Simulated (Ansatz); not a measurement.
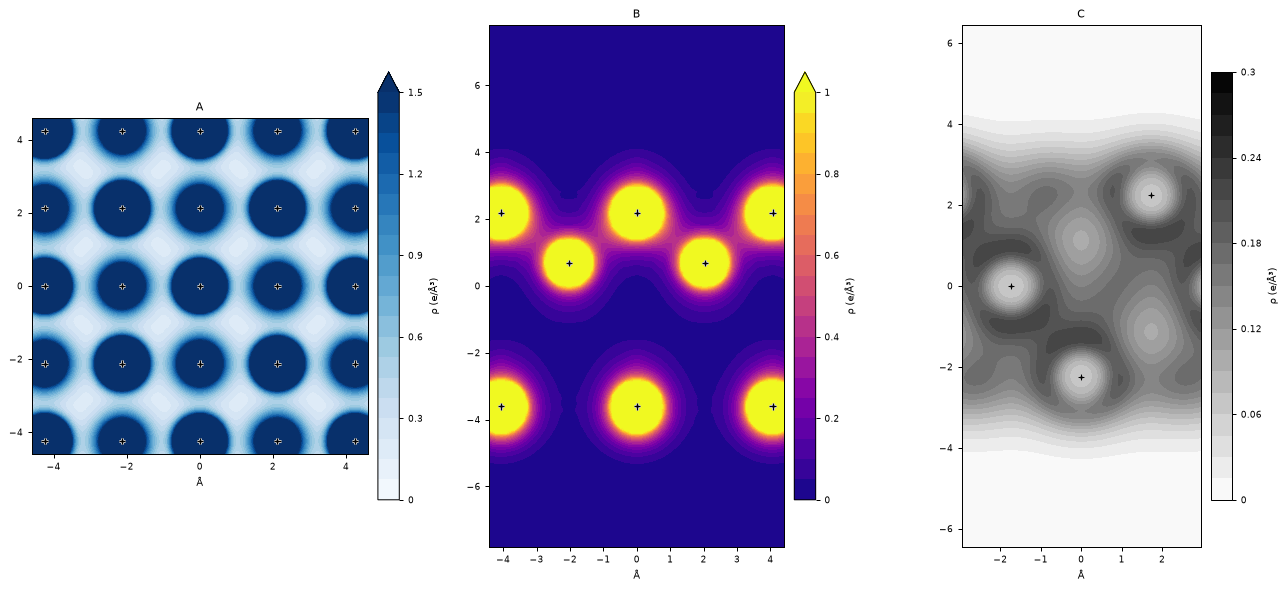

The valence pseudo-density of 3 systems, each on a plane through atoms (crosses mark nuclei in the plane).

These are results of DFT PBE, scalar-relativistic, plane waves, PAW (Ansatz 0.2.0), not measurements.

System 1: Al (slab), the (110) plane of the calculation cell, a cut from vacuum to vacuum. Computed without spin polarisation.

System 2: GaAs (slab), the (100) plane of the calculation cell, a cut from vacuum to vacuum. Not relaxed (largest force 0.3 eV/Å).

```
CELL_PARAMETERS angstrom
4.06260 0.00000 0.00000
0.00000 4.06260 0.00000
0.00000 0.00000 28.71289
ATOMIC_POSITIONS crystal
As 0.00072 0.50000 0.26110
Ga 0.50072 0.50000 0.31008
As 0.50069 0.00000 0.36250
Ga 0.00069 0.00000 0.41084
As 0.00073 0.50000 0.46316
Ga 0.50075 0.50000 0.51239
```

System 3: TiN, the (100) plane of the conventional cell. Space group Fm-3m; computed without spin polarisation.

```
Ti N
1.0
     3.00298   -1.73377    2.45192
     0.00000    3.46754    2.45192
    -3.00298   -1.73377    2.45192
Ti N
4 4
Direct
  0.50000 0.00000 0.50000
  0.00000 0.00000 0.00000
  0.00000 0.50000 0.50000
  0.50000 0.50000 0.00000
  0.00000 0.00000 0.50000
  0.50000 0.00000 0.00000
  0.50000 0.50000 0.50000
  0.00000 0.50000 0.00000
```

> Which map belongs to which system?

Panel A is system 3, TiN: the plane holds Ti and N. Ti–N (2.12 Å): ρ at the midpoint is about 0.5 e/Å³. Panel B is system 2, GaAs: the plane holds As and Ga. Ga–As (2.53 Å): ρ is about 0.42 e/Å³ halfway. Panel C is system 1, Al: the plane holds Al. Al–Al (2.83 Å): ρ is about 0.21 e/Å³ halfway.
